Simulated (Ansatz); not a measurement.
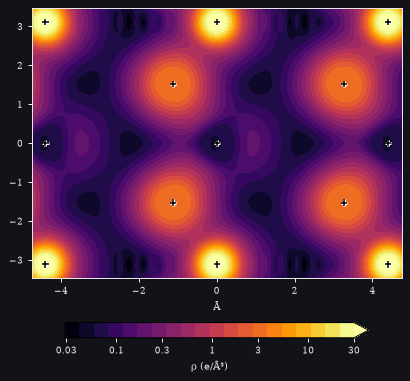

The valence pseudo-density on a plane through atoms (crosses mark nuclei in the plane).

Level of theory: DFT r2SCAN, scalar-relativistic, plane waves, PAW in Ansatz 0.2.0.

Candidates:
A. Al3GaN4, a = 4.40 Å, b = 4.40 Å, c = 8.80 Å, α = 90.00°, β = 90.00°, γ = 90.00°. Space group P-43m; a structure from a database of computed crystals, not necessarily the ambient phase.
B. Ti, a = 2.91 Å, b = 2.91 Å, c = 4.09 Å, α = 90.00°, β = 90.00°, γ = 89.99°. Space group I4/mmm; changed on purpose from its base cell (all atoms moved at random, sigma 0.25 A a component, cell strained at random, sigma 0.03; relaxed back); computed without spin polarisation.

### Which candidate gave the map?

Candidate A: Al3GaN4 on the (110) plane of the calculation cell, which holds Al, Ga and N. Al–N (1.89 Å): the density is about 0.69 e/Å³ at the midpoint. Ga–N (1.95 Å): ρ at the midpoint is about 0.74 e/Å³.
